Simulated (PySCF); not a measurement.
# CHF3 (SMILES FC(F)F): levels of theory compared

Wanted: a comparison of 5 runs (HF/STO-3G, HF/3-21G, B2PLYP/6-31G, B3LYP/6-31G**, B3LYP/6-31G*) of CHF3. Input form: a Python script.

The calculation is run with PySCF 2.14.0.

### Step 1. The structure to begin with

CHF3 has 5 atoms, charge 0, and is taken as a singlet. As SMILES, `FC(F)F`. The shape is that of a PBE0-D4/def2-TZVP optimisation.

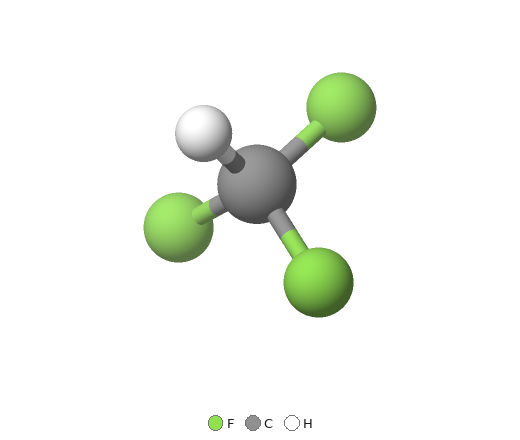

Viewed from a chosen angle; fluorine green, carbon grey, hydrogen white.

### Step 2. Energy and forces at HF/STO-3G (run 1)

The input, run.py:

```python
from pyscf import gto, scf

mol = gto.M(
    atom='''
F     -0.668650    -0.329700     1.079190
C      0.019500     0.056360     0.006820
F      1.047350    -0.773770    -0.157470
F     -0.772570    -0.035090    -1.059420
H      0.374370     1.082210     0.130870
''',
    verbose=3,
    basis='sto-3g',
    spin=0,
    max_memory=1860,
)

mf = scf.RHF(mol)
mf.conv_tol = 1e-10
mf.kernel()
if not mf.converged:
    mf = mf.newton().run(mf.mo_coeff, mf.mo_occ)

e_tot = mf.e_tot
print(f'total energy: {e_tot:.8f} hartree')
grad = mf.nuc_grad_method().kernel()
mf.analyze()
```

Launch:

```sh
$ OMP_NUM_THREADS=1 python run.py
```

What it wrote:

```text
converged SCF energy = -332.093482356718
total energy: -332.09348236 hartree
--------------- RHF gradients ---------------
         x                y                z
0 F     0.0277020730     0.0134130827    -0.0449093500
1 C    -0.0074077846    -0.0214276970    -0.0025778083
2 F    -0.0436476306     0.0318746276     0.0065130547
3 F     0.0320134287     0.0011665411     0.0440039002
4 H    -0.0086600865    -0.0250265544    -0.0030297966
----------------------------------------------
**** MO energy ****
MO #1   energy= -25.9749469457555  occ= 2
MO #2   energy= -25.9747066621149  occ= 2
MO #3   energy= -25.9747019001349  occ= 2
MO #4   energy= -11.2884342508358  occ= 2
MO #5   energy= -1.6214614418938   occ= 2
MO #6   energy= -1.51679278472651  occ= 2
MO #7   energy= -1.51678894555433  occ= 2
MO #8   energy= -0.869889351268292 occ= 2
MO #9   energy= -0.724799920436976 occ= 2
MO #10  energy= -0.669665403279365 occ= 2
MO #11  energy= -0.669664431235499 occ= 2
MO #12  energy= -0.521261720061006 occ= 2
MO #13  energy= -0.521260754734306 occ= 2
MO #14  energy= -0.486301667812086 occ= 2
MO #15  energy= -0.470771488317588 occ= 2
MO #16  energy= -0.470770373903235 occ= 2
MO #17  energy= -0.433257953614302 occ= 2
MO #18  energy= 0.601255771557827  occ= 0
MO #19  energy= 0.601258064959019  occ= 0
MO #20  energy= 0.6429418476028    occ= 0
MO #21  energy= 0.671565546946602  occ= 0
 ** Mulliken atomic charges  **
charge of    0F =     -0.11637
charge of    1C =      0.32751
charge of    2F =     -0.11637
charge of    3F =     -0.11637
charge of    4H =      0.02160
Dipole moment(X, Y, Z, Debye):  0.35313,  1.02076,  0.12348
```

It took 1 s on 1 thread of Arm Neoverse V1, shared host; peak memory 0.11 GiB.

### Step 3. Energy and gradient at HF/3-21G (run 2)

The input, run.py:

```python
# FC(F)F
import pyscf.grad
from pyscf import gto

mol = gto.M(
    atom='''
F     -0.668650    -0.329700     1.079190
C      0.019500     0.056360     0.006820
F      1.047350    -0.773770    -0.157470
F     -0.772570    -0.035090    -1.059420
H      0.374370     1.082210     0.130870
''',
    basis='3-21g',
    spin=0,
    verbose=4,
    max_memory=1860,
)

mf = mol.RHF()
mf.conv_tol = 1e-10
mf.kernel()
if not mf.converged:
    mf = mf.newton().run(mf.mo_coeff, mf.mo_occ)

energy = mf.e_tot
print(f'total energy: {energy:.8f} hartree')
grad = mf.Gradients().kernel()
mf.analyze()
```

Launch:

```sh
$ OMP_NUM_THREADS=1 python run.py
```

What it wrote:

```text
PySCF version 2.14.0

[... 72 lines left out ...]
Nuclear Repulsion Energy =             133.952934379124741
[... 7 lines left out ...]
MO #2   energy= -26.2122460205056  occ= 2
[... 5 lines left out ...]
MO #8   energy= -0.971564530851094 occ= 2
[... 5 lines left out ...]
MO #14  energy= -0.648737861455528 occ= 2
[... 5 lines left out ...]
MO #20  energy= 0.37368406066542   occ= 0
[... 5 lines left out ...]
MO #26  energy= 1.46948994447177   occ= 0
[... 5 lines left out ...]
MO #32  energy= 2.37049179180845   occ= 0
[... 5 lines left out ...]
MO #38  energy= 4.56960156078512   occ= 0
[... 46 lines left out ...]
Dipole moment(X, Y, Z, Debye):  0.65726,  1.89987,  0.22982
```

Wall time 1 s (1 thread of Arm Neoverse V1, shared host); peak memory 0.11 GiB.

### Step 4. The energy at B2PLYP/6-31G (run 3)

The input, input.py:

```python
from pyscf import gto, dft, mp

mol = gto.M(
    atom='''
F     -1.263565    -0.623043     2.039374
C      0.036850     0.106505     0.012888
F      1.979205    -1.462213    -0.297575
F     -1.459946    -0.066310    -2.002014
H      0.707457     2.045081     0.247308
''',
    unit='bohr',
    max_memory=1860,
    charge=0,
    basis='6-31g',
    verbose=4,
)

mf = dft.RKS(mol, xc='0.53*HF + 0.47*B88, 0.73*LYP')
mf.grids.level = 5
mf.conv_tol = 1e-10
mf.kernel()
if not mf.converged:
    mf = mf.newton().run(mf.mo_coeff, mf.mo_occ)

pt = mp.MP2(mf, frozen=4).run()
etot = mf.e_tot + 0.27 * pt.e_corr
print('PT2 part  %.8f' % (0.27 * pt.e_corr))
print(f'total energy: {etot:.8f} hartree')
dip = mf.dip_moment()
pop, q = mf.mulliken_pop()
```

Launch:

```sh
$ OMP_NUM_THREADS=1 python input.py
```

What it wrote:

```text
PySCF version 2.14.0

[... 71 lines left out ...]
converged SCF energy = -337.65529361137
[... 9 lines left out ...]
total energy: -337.80481204 hartree
Dipole moment(X, Y, Z, Debye):  0.64155,  1.85447,  0.22433
[... 44 lines left out ...]
charge of    4H =      0.17294
```

It took 4.8 s on 1 thread of Arm Neoverse V1, shared host; peak memory 0.24 GiB.

Run 4 isn't shown in full; the table further down has it.

### Step 5. Energy and gradient at B3LYP/6-31G(d) (Cartesian functions) (run 5)

The input, calc.py:

```python
from pyscf import gto, dft

molecule = gto.M(
    atom='''
F     -1.263565    -0.623043     2.039374
C      0.036850     0.106505     0.012888
F      1.979205    -1.462213    -0.297575
F     -1.459946    -0.066310    -2.002014
H      0.707457     2.045081     0.247308
''',
    verbose=4,
    max_memory=1860,
    cart=True,
    charge=0,
    spin=0,
    basis='6-31g*',
    unit='bohr',
)

mf = dft.RKS(molecule, xc='b3lyp')
mf.grids.level = 5
mf.conv_tol = 1e-10
mf.kernel()
if not mf.converged:
    mf = mf.newton().run(mf.mo_coeff, mf.mo_occ)

energy = mf.e_tot
print('Final energy', energy)
grad = mf.nuc_grad_method().kernel()
mf.analyze()
```

Launch:

```sh
$ OMP_NUM_THREADS=1 python calc.py
```

What it wrote:

```text
PySCF version 2.14.0

[... 91 lines left out ...]
Two-electron Coulomb Energy =          300.983091779418544
[... 10 lines left out ...]
MO #8   energy= -0.712909538194284 occ= 2
[... 8 lines left out ...]
MO #17  energy= -0.388040783805381 occ= 2
[... 8 lines left out ...]
MO #26  energy= 0.795990433942815  occ= 0
[... 8 lines left out ...]
MO #35  energy= 1.37683471009145   occ= 0
[... 8 lines left out ...]
MO #44  energy= 1.84885497009173   occ= 0
[... 8 lines left out ...]
MO #53  energy= 2.630385001991     occ= 0
[... 8 lines left out ...]
MO #62  energy= 4.98059003954995   occ= 0
[... 70 lines left out ...]
Dipole moment(X, Y, Z, Debye):  0.45096,  1.30355,  0.15769
```

Run time: 11 s. Hardware: 1 thread of Arm Neoverse V1, shared host; peak memory 0.61 GiB.

### Step 6. All runs side by side

```csv
run,level,task,frozen core orbitals,energy (Eh),dipole moment (D),HOMO energy (eV),LUMO energy (eV),wall time
1,HF/STO-3G,gradient,–,-332.093482,1.09,-11.79,16.36,1 s
2,HF/3-21G,gradient,–,-334.950675,2.02,-15.89,7.63,1 s
3,B2PLYP/6-31G,energy,4,-337.804812,1.98,-13.24,4.27,4.8 s
4,B3LYP/6-31G** (spherical functions),gradient,–,-338.223530,1.39,-10.54,3.24,11 s
5,B3LYP/6-31G* (Cartesian functions),gradient,–,-338.225629,1.39,-10.56,3.23,11 s
```

### Step 7. Outcome

```
                       quantity          value
            run 5: total energy  -338.22563 Eh
           run 5: dipole moment         1.39 D
             run 5: HOMO energy      -10.56 eV
             run 5: LUMO energy        3.23 eV
           run 5: HOMO–LUMO gap       13.79 eV
run 5: largest force on an atom     0.562 eV/Å
```

What this shows: The dipole moment (its size) runs from 1.09 D (HF/STO-3G) to 2.02 D (HF/3-21G). The HOMO–LUMO gap runs from 13.78 eV (B3LYP/6-31G**) to 28.15 eV (HF/STO-3G). The two ends differ in method and basis. Totals of different functionals can't be ranked against each other. In run 1 the basis is minimal, so the values are rough. All runs together took 30 s, the longest 11 s.
